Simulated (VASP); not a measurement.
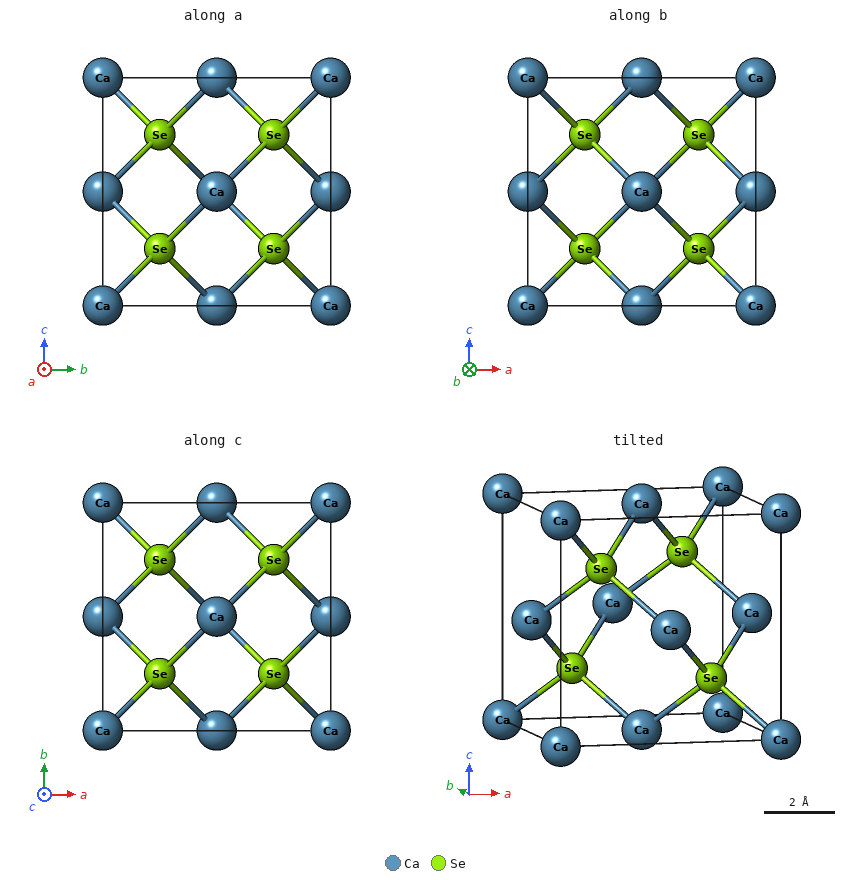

The crystal in a ball-and-stick representation, seen along the a axis, along the b axis, along the c axis and slightly off an axis. The frame is the conventional unit cell; atoms at its boundary are shown with their periodic copies.

Lattice parameters: a = 6.511 Å, b = 6.511 Å, c = 6.511 Å, α = 90.00°, β = 90.00°, γ = 90.00°. Put a along x and b in the xy plane.

> Transcribe the picture into a POSCAR file.

```
Ca Se
1.0
     6.511    0.000    0.000
     0.000    6.511    0.000
     0.000    0.000    6.511
Ca Se
4 4
Direct
  0.0000 0.0000 0.0000
  0.0000 0.5000 0.5000
  0.5000 0.0000 0.5000
  0.5000 0.5000 0.0000
  0.2500 0.2500 0.7500
  0.2500 0.7500 0.2500
  0.7500 0.2500 0.2500
  0.7500 0.7500 0.7500
```

Provenance: a structure type filled with these elements by a generator (whether the compound takes this form wasn't checked). What is shown is the relaxed result from VASP, DFT, PBEsol, plane waves, PAW.
